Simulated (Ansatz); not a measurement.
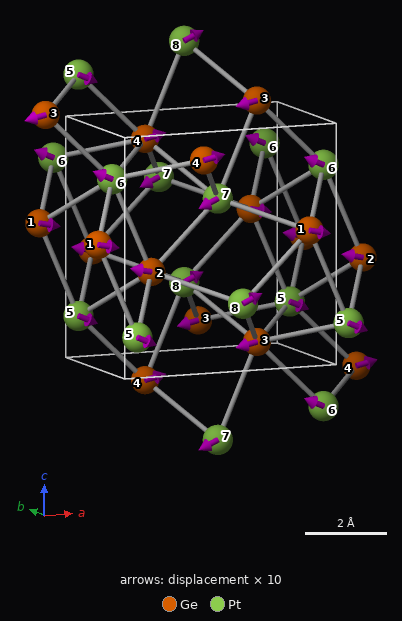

This is a relaxation of a crystal of GePt (set up in Pnma). The starting structure is drawn; purple arrows show the displacements, 10 times their true length.

Style: ball-and-stick. Shown: the cell of the calculation, slightly off an axis.

Level of theory: Ansatz 0.2.0, DFT PBEsol, scalar-relativistic, plane waves, PAW.

The input:
```yaml
crystal:
  lattice:
    - [5.732, 0.0, 0.0]
    - [0.0, 3.701, 0.0]
    - [0.0, 0.0, 6.088]
  atoms:
    - { symbol: Ge, position: [0.805, 0.75, 0.59] }
    - { symbol: Ge, position: [0.195, 0.25, 0.41] }
    - { symbol: Ge, position: [0.695, 0.25, 0.09] }
    - { symbol: Ge, position: [0.305, 0.75, 0.91] }
    - { symbol: Pt, position: [0.99, 0.75, 0.195] }
    - { symbol: Pt, position: [0.01, 0.25, 0.805] }
    - { symbol: Pt, position: [0.51, 0.25, 0.695] }
    - { symbol: Pt, position: [0.49, 0.75, 0.305] }
basis:
  ecutwfc: 420
kpoints:
  mp_grid: { grid: [6, 10, 6] }
hamiltonian:
  xc: pbesol
scf:
  occupations: { method: gaussian, width: 0.1 }
output:
  forces: true
  stress: true
  eigenvalues: true
  write_density: true
  write_potential: true
  elf: true
  volumetric_format: npy
relax:
  adjacent_minimum: "off"
  f_tol: 0.005
  max_steps: 80
  cell: { stress_tol: 0.05 }
```

Run as
```bash
ansatz run input.yaml --threads 4 --pin off --max-ram 10240MiB --backend cpu --events-out ev --progress --plain --runs-dir out
```

### What did the optimiser do to the structure, and how much energy did it gain?

The largest moves relative to the cell, 0.060 Å, are those of Ge1, Ge2, Ge3 and Ge4. Ge1 goes roughly along [3 0 −1]. Largest moves by element: Ge 0.060 Å, Pt 0.058 Å. Cell: a 5.732 → 5.741 Å (+0.2 %), b 3.701 → 3.700 Å (0.0 %), c 6.088 → 6.092 Å (+0.1 %). Volume +0.2 %. Near-neighbour distances that change, for instance: Ge1–Pt7 2.587 → 2.660 Å, Ge1–Pt6 2.553 → 2.524 Å, Ge1–Pt8 2.504 → 2.486 Å, Ge1–Pt5 2.628 → 2.639 Å. Bond angles that change, for instance: Ge1–Pt6–Ge4 161.1° → 157.3°, Pt5–Ge3–Pt5 91.3° → 88.1°, Ge4–Pt6–Ge4 91.3° → 88.1°. The space group stays Pnma (No. 62). After 5 accepted moves (6 points after the start) the energy has fallen by 8.6 meV per atom. The largest force component goes from 0.36 to 0.00085 eV/Å. The pressure goes from 0.92 to 0.00 GPa. The SCF was repeated once at an unchanged geometry on a basis and grid sized afresh for the cell, which shifted the energy by less than 0.05 meV per atom at most. The run took 110 s on 4 threads of Intel(R) Xeon(R) Platinum 8259CL CPU @ 2.50GHz (Skylake/Cascade Lake), with other jobs on the host, peak memory 1.1 GiB.
